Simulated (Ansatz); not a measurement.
**What a change does: single-point calculation on MoSi₂**

System: MoSi₂ (I4/mmm, 3 atoms in the cell).
Method of the first run: Kohn-Sham DFT of a periodic cell, PBEsol, all-electron LAPW, scalar-relativistic, spin-polarised (Ansatz 0.2.0).

The structure derives from an entry of the Crystallography Open Database. Text and figures count atoms from 1; the logs count them from 0 in places.

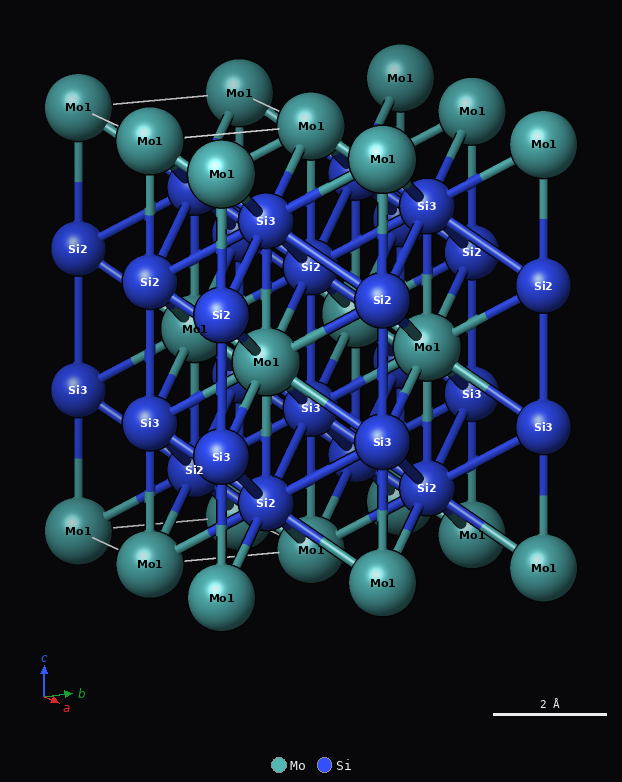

Fig. 1: The structure (ball-and-stick view of the cell 2 times as large as that of the calculation, set on its symmetry axes, repeated 2 × 2 × 1, seen slightly off an axis; atoms are numbered from 1 in the order of the input).

## Input, the first run
```yaml
crystal:
  lattice:
    - [-1.5673377739, 1.5673377739, 3.8502632003]
    - [1.5673377739, -1.5673377739, 3.8502632003]
    - [1.5673377739, 1.5673377739, -3.8502632003]
  atoms:
    - { symbol: Mo, position: [0.0, 0.0, 0.0], spin: 1.0 }
    - { symbol: Si, position: [0.667, 0.667, 0.0] }
    - { symbol: Si, position: [0.333, 0.333, 0.0] }
kpoints:
  mp_grid: { grid: [12, 12, 12] }
scf:
  occupations: { method: gaussian, width: 0.15 }
  lower_state_search: "off"
hamiltonian:
  xc: pbesol
  pseudopotentials: { kind: all_electron, lapw: { basis_error: 0.001 } }
magnetization:
  spin_polarized: true
  initial_magnetization: 1.0
  spin_locking: { lock_magnetization: hard }
output:
  forces: true
  stress: true
  eigenvalues: true
```

Command:
```bash
ansatz run input.yaml --threads 2 --pin off --max-ram 6144MiB --backend cpu --events-out ev --progress --plain --runs-dir out
```

Hardware: 2 threads of Arm Neoverse V1, 24 GiB of memory available, shared host.

## Output, shortened to warnings, some set-up lines, iterations and results (the first run)
```
Basis set: ecut = 234.1485309923259 eV, 309 PW (Γ), FFT grids on a1+a3, a2+a3, a3, exchange–correlation at level 2
Symmetry: 16 space group operations
k-points: 163 of 1728
Initial density: superposition of atomic densities (chi_scale 0.1, normalization cell)
[...]
SCF iter   1: F=—  HF=-125877.042758 eV  |F-HF|=—  |Δ(HF+E_count)|=         —  Δρ=2.69e-2 (↑2.69e-2 ↓1.94e-2)  dr2=9.58e-1  dr2_m=9.28e-3  M=1.000 μB ∫|m|=1.000 μB  β_m=0.30  …
SCF iter   2: F=—  HF=-125876.249405 eV  |F-HF|=—  |Δ(HF+E_count)|=   7.93e-1  Δρ=1.04e-2 (↑1.04e-2 ↓1.02e-2)  dr2=8.78e-2  dr2_m=2.80e-3  M=1.000 μB ∫|m|=1.000 μB  β_m=0.33  …
SCF iter   3: F=—  HF=-125876.204229 eV  |F-HF|=—  |Δ(HF+E_count)|=         —  Δρ=7.64e-3 (↑6.75e-3 ↓7.64e-3)  dr2=5.68e-2  dr2_m=1.20e-3  M=1.000 μB ∫|m|=1.001 μB  β_m=0.66  …
SCF iter   4: F=—  HF=-125876.184047 eV  |F-HF|=—  |Δ(HF+E_count)|=   2.02e-2  Δρ=2.34e-3 (↑2.23e-3 ↓2.34e-3)  dr2=6.29e-3  dr2_m=9.17e-5  M=1.000 μB ∫|m|=1.001 μB  β_m=0.80  …
SCF iter   5: F=—  HF=-125876.182754 eV  |F-HF|=—  |Δ(HF+E_count)|=   1.29e-3  Δρ=5.91e-4 (↑5.91e-4 ↓5.45e-4)  dr2=5.42e-4  dr2_m=1.65e-6  M=1.000 μB ∫|m|=1.001 μB  β_m=0.85  …
SCF iter   6: F=—  HF=-125876.182599 eV  |F-HF|=—  |Δ(HF+E_count)|=   1.55e-4  Δρ=1.26e-4 (↑1.26e-4 ↓1.25e-4)  dr2=2.58e-5  dr2_m=2.62e-7  M=1.000 μB ∫|m|=1.001 μB  β_m=0.92  …
SCF iter   7: F=—  HF=-125876.182605 eV  |F-HF|=—  |Δ(HF+E_count)|=   5.64e-6  Δρ=8.48e-5 (↑8.48e-5 ↓8.43e-5)  dr2=2.39e-5  dr2_m=2.77e-9  M=1.000 μB ∫|m|=1.001 μB  β_m=0.93  …
SCF iter   8: F=—  HF=-125876.182599 eV  |F-HF|=—  |Δ(HF+E_count)|=   6.00e-6  Δρ=2.60e-5 (↑2.51e-5 ↓2.60e-5)  dr2=1.90e-6  dr2_m=4.36e-9  M=1.000 μB ∫|m|=1.001 μB  β_m=0.83  …
SCF iter   9: F=—  HF=-125876.182598 eV  |F-HF|=—  |Δ(HF+E_count)|=   3.74e-7  Δρ=6.83e-6 (↑6.83e-6 ↓6.79e-6)  dr2=1.30e-7  dr2_m=4.11e-10  M=1.000 μB ∫|m|=1.001 μB  β_m=0.83 …
SCF iter  10: F=-125876.182598 eV  HF=-125876.182598 eV  |F-HF|=3.07e-8  |Δ(HF+E_count)|=   2.97e-9  Δρ=2.97e-6 (↑2.97e-6 ↓2.57e-6)  dr2=2.85e-8  dr2_m=3.81e-11  M=1.000 μB …
SCF 1 converged in 10 iterations: F = -125876.182598 eV  dr2 = 2.85e-8
SCF converged after 10 iterations
Stability checked in part: among states of this total moment the steps that led to this state did not find it unstable. No probe was made; neither looks for a lower state of another moment (fixed_total_moment; see scf.lower_state_search)
Magnetization: 1.0000 μB (27.5000 up, 26.5000 down)
Absolute magnetization: 1.0009 μB (∫|ρ↑−ρ↓|)
Spin contamination: 0.0011 ħ² per cell (⟨S²⟩ above its minimum at these occupations)
Per-site moments (μB) at R_I (Å): [(0.6777654659167069, 1.4110067509401325), (0.0935384674618529, 1.151581803845328), (0.0935384674618529, 1.151581803845328)]
Free energy (F): -125876.182598 eV
Harris-Foulkes:  -125876.182598 eV  (|F-HF|=3.07e-8)
Internal energy: -125876.169066 eV  (E = F + TS)
E sigma→0 (E₀):  -125876.175832 eV
Entropy (-TS):   -0.013532 eV (-4.511 meV/atom)
Fermi energy:    19.371874 (↑ 20.636488, ↓ 18.107261) eV
--- Per-component energies (eV) ---
  E_band       = -5394.406222
  E_kinetic    = 129916.995346
  E_xc         = -4426.129707
  E_electrostatic = -251367.034706  (all electrons and nuclei)
  E_smearing   = -0.013532  (= −TS)
  E_closure    = 0.000000  (closes the sum)
  E_atoms      = -125851.974525  (free atoms, spherical and without spin; not in F)
  Σ components = -125876.182598   (vs F -125876.182598, Δ=0.00e0)
  Basis errors (estimates in eV, not in F): energy 3.2e-4 per atom: plane waves 2.8e-4 (1.5e-4 summed), levels above the bands 2.5e-306, relativity 1.2e-8, radial functions 4.3e-5, core shells 6.0e-8; eigenvalues (radial functions only) 1.2e-6; not estimated: angular momenta, meshes, grids; target …
--- Forces (eV/Å), atoms counted from 1 ---
  atom   1  Mo     0.00000000    -0.00000000    -0.00000000
  atom   2  Si    -0.00000000    -0.00000000     0.24266944
  atom   3  Si     0.00000000    -0.00000000    -0.24266944
  max |Σ_I F_I| component: 5.55e-17 eV/Å
--- Stress (GPa, compression-positive) ---
       14.745129       0.000000       0.000000
        0.000000      14.745129       0.000000
        0.000000       0.000000      23.953962
  P = ⅓ Tr σ = 17.8147 GPa (178.147 kbar)
```

The input of the second run differs as follows (lines with − go, lines with + come):
```diff
-    - [-1.5673377739, 1.5673377739, 3.8502632003]
-    - [1.5673377739, -1.5673377739, 3.8502632003]
-    - [1.5673377739, 1.5673377739, -3.8502632003]
+    - [-1.6, 1.6, 3.9305]
+    - [1.6, -1.6, 3.9305]
+    - [1.6, 1.6, -3.9305]
```

How does the second run compare with the first run?

The total moment is fixed by the input in the first run and the second run, so the state need not be the lowest. With the same functional and potentials, the second run lies 48.7 meV per atom lower. The pressure goes from 17.81 to 2.41 GPa. The largest force goes from 0.243 to 0.101 eV/Å. The volume per atom goes from 12.61 to 13.42 Å³. The cell is scaled evenly with the atoms at fixed fractional positions, so −ΔP/Δ ln V estimates the bulk modulus midway between the two volumes: about 250 GPa. The SCF takes 9 iterations against 10.

## Output, shortened to warnings, some set-up lines, iterations and results (the second run)
```
Basis set: ecut = 222.9288497515652 eV, 309 PW (Γ), FFT grids on a1+a3, a2+a3, a3, exchange–correlation at level 2
Symmetry: 16 space group operations
k-points: 163 of 1728
Initial density: superposition of atomic densities (chi_scale 0.1, normalization cell)
[...]
SCF iter   1: F=—  HF=-125877.261437 eV  |F-HF|=—  |Δ(HF+E_count)|=         —  Δρ=2.59e-2 (↑2.59e-2 ↓1.89e-2)  dr2=1.02e0  dr2_m=8.27e-3  M=1.000 μB ∫|m|=1.000 μB  β_m=0.30  …
SCF iter   2: F=—  HF=-125876.393238 eV  |F-HF|=—  |Δ(HF+E_count)|=   8.68e-1  Δρ=9.78e-3 (↑9.22e-3 ↓9.78e-3)  dr2=8.78e-2  dr2_m=2.10e-3  M=1.000 μB ∫|m|=1.001 μB  β_m=0.32  …
SCF iter   3: F=—  HF=-125876.355539 eV  |F-HF|=—  |Δ(HF+E_count)|=         —  Δρ=7.55e-3 (↑6.55e-3 ↓7.55e-3)  dr2=6.55e-2  dr2_m=1.01e-3  M=1.000 μB ∫|m|=1.001 μB  β_m=0.66  …
SCF iter   4: F=—  HF=-125876.332664 eV  |F-HF|=—  |Δ(HF+E_count)|=   2.29e-2  Δρ=2.92e-3 (↑2.63e-3 ↓2.92e-3)  dr2=1.02e-2  dr2_m=1.45e-4  M=1.000 μB ∫|m|=1.001 μB  β_m=0.76  …
SCF iter   5: F=—  HF=-125876.329105 eV  |F-HF|=—  |Δ(HF+E_count)|=   3.56e-3  Δρ=7.38e-4 (↑7.38e-4 ↓6.74e-4)  dr2=7.83e-4  dr2_m=6.15e-6  M=1.000 μB ∫|m|=1.001 μB  β_m=0.81  …
SCF iter   6: F=—  HF=-125876.328799 eV  |F-HF|=—  |Δ(HF+E_count)|=   3.06e-4  Δρ=1.19e-4 (↑1.19e-4 ↓1.13e-4)  dr2=2.44e-5  dr2_m=1.16e-7  M=1.000 μB ∫|m|=1.001 μB  β_m=0.91  …
SCF iter   7: F=—  HF=-125876.328804 eV  |F-HF|=—  |Δ(HF+E_count)|=   4.26e-6  Δρ=7.32e-5 (↑7.32e-5 ↓7.06e-5)  dr2=1.79e-5  dr2_m=5.09e-9  M=1.000 μB ∫|m|=1.001 μB  β_m=0.95  …
SCF iter   8: F=—  HF=-125876.328800 eV  |F-HF|=—  |Δ(HF+E_count)|=   3.93e-6  Δρ=1.04e-5 (↑1.04e-5 ↓1.04e-5)  dr2=2.02e-7  dr2_m=5.21e-10  M=1.000 μB ∫|m|=1.001 μB  β_m=0.94 …
SCF iter   9: F=-125876.328800 eV  HF=-125876.328800 eV  |F-HF|=1.04e-8  |Δ(HF+E_count)|=   1.89e-7  Δρ=3.15e-6 (↑3.15e-6 ↓3.15e-6)  dr2=2.44e-8  dr2_m=1.71e-11  M=1.000 μB …
SCF 1 converged in 9 iterations: F = -125876.328800 eV  dr2 = 2.44e-8
SCF converged after 9 iterations
Stability checked in part: among states of this total moment the steps that led to this state did not find it unstable. No probe was made; neither looks for a lower state of another moment (fixed_total_moment; see scf.lower_state_search)
Magnetization: 1.0000 μB (24.5000 up, 23.5000 down)
Absolute magnetization: 1.0012 μB (∫|ρ↑−ρ↓|)
Spin contamination: 0.0015 ħ² per cell (⟨S²⟩ above its minimum at these occupations)
Per-site moments (μB) at R_I (Å): [(0.7033409580275922, 1.4458284517600541), (0.08710242636060084, 1.170162661263746), (0.08710242636060084, 1.170162661263746)]
Free energy (F): -125876.328800 eV
Harris-Foulkes:  -125876.328800 eV  (|F-HF|=1.04e-8)
Internal energy: -125876.314674 eV  (E = F + TS)
E sigma→0 (E₀):  -125876.321737 eV
Entropy (-TS):   -0.014125 eV (-4.708 meV/atom)
Fermi energy:    18.041528 (↑ 19.195124, ↓ 16.887931) eV
--- Per-component energies (eV) ---
  E_band       = -3324.119693
  E_kinetic    = 129906.462248
  E_xc         = -4423.415092
  E_electrostatic = -251359.361830  (all electrons and nuclei)
  E_smearing   = -0.014125  (= −TS)
  E_closure    = 0.000000  (closes the sum)
  E_atoms      = -125851.974525  (free atoms, spherical and without spin; not in F)
  Σ components = -125876.328800   (vs F -125876.328800, Δ=0.00e0)
  Basis errors (estimates in eV, not in F): energy 3.2e-4 per atom: plane waves 2.8e-4 (1.5e-4 summed), levels above the bands 4.0e-269, relativity 1.0e-8, radial functions 4.5e-5, core shells 9.1e-7; eigenvalues (radial functions only) 1.8e-6; not estimated: angular momenta, meshes, grids; target …
--- Forces (eV/Å), atoms counted from 1 ---
  atom   1  Mo     0.00000000    -0.00000000     0.00000000
  atom   2  Si    -0.00000000    -0.00000000     0.10067709
  atom   3  Si     0.00000000     0.00000000    -0.10067709
  max |Σ_I F_I| component: 5.55e-17 eV/Å
--- Stress (GPa, compression-positive) ---
        0.323672       0.000000       0.000000
        0.000000       0.323672      -0.000000
        0.000000      -0.000000       6.582885
  P = ⅓ Tr σ = 2.4101 GPa (24.101 kbar)
```

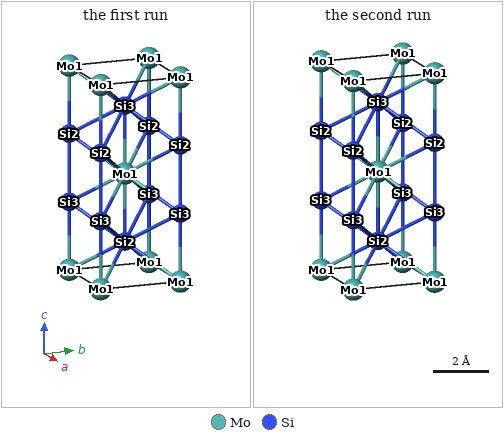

Fig. 2: The two input geometries at one scale (ball-and-stick view of the cell 2 times as large as that of the calculation, set on its symmetry axes, seen slightly off an axis). The atoms keep their places relative to the cell (all moves are under 0.005 Å). The drawn cell changes as follows: a = b 3.135 → 3.200 Å (+2.1 %), c 7.701 → 7.861 Å (+2.1 %); the volume changes by +6.4 %. Among the contacts that change: Si2–Si3 2.572 → 2.626 Å, Mo1–Si2 2.563 → 2.616 Å.

## The two runs side by side

```tsv
quantity	the first run	the second run
outcome	converged	converged
free energy per atom (eV)	−41958.7275	−41958.7763
energy per atom, smearing taken to zero (eV)	−41958.7253	−41958.7739
gap on the mesh (eV)	0.00	0.00
net moment of the cell (μB)	1.00	1.00
absolute moment of the cell (μB)	1.00	1.00
pressure (GPa)	17.81	2.41
volume per atom (Å³)	12.61	13.42
largest force (eV/Å)	0.243	0.101
SCF iterations	10	9
irreducible k-points	163	163
plane waves at Γ	309	309
wall time (shared host)	57 s	49 s
```

For the first run: The cell is under a pressure of 17.8 GPa at this level, so it is not at its equilibrium volume.
